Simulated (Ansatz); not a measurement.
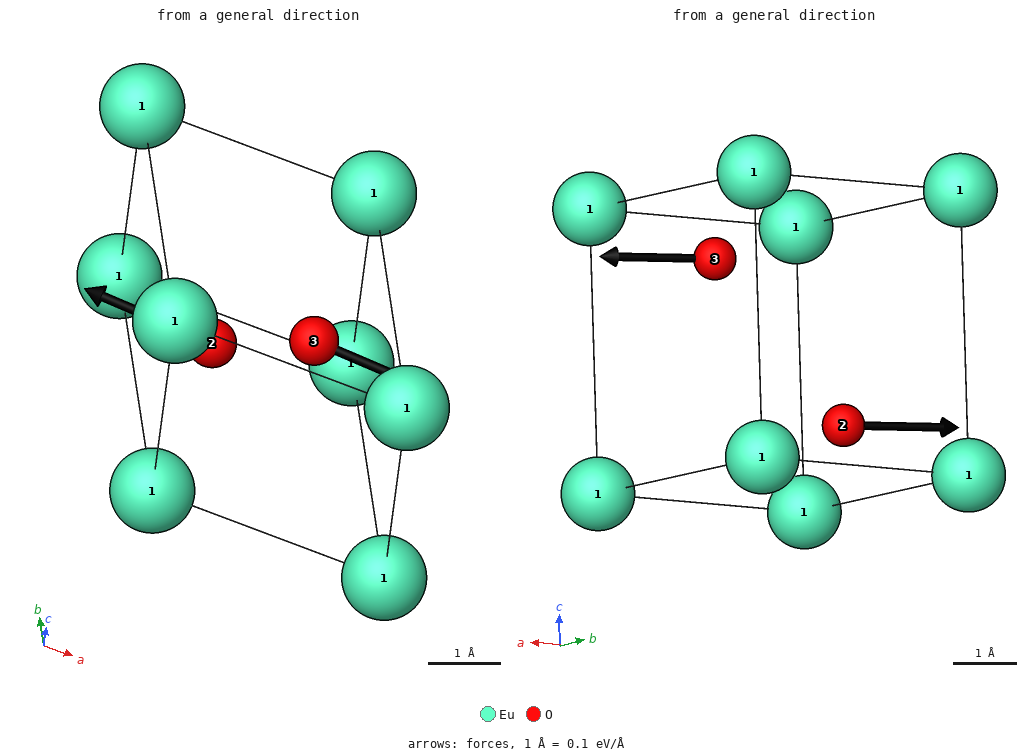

This spheres-only model is shown from two general directions. One simulation cell is framed, with atoms on its boundary repeated. The arrows are the computed forces on the atoms.

System: EuO$_{2}$. The calculation: Ansatz, DFT PBEsol, scalar-relativistic, plane waves, PAW, with a basis cut at 420 eV, k-mesh 10×10×6, Gaussian smearing of 0.05 eV, collinear spins.

Q: Do the forces show a relaxed structure?

A: No. The atoms still feel forces of up to about 0.16 eV/Å, above a usual threshold of 0.01 to 0.03 eV/Å.

Q: Which atom is pushed hardest?

A: O2 and O3, about 0.16 eV/Å.

Starting structure: a structure type filled with these elements by a generator (whether the compound takes this form wasn't checked). The cell was then strained or its atoms displaced on purpose. It was run through Ansatz as a DFT input.
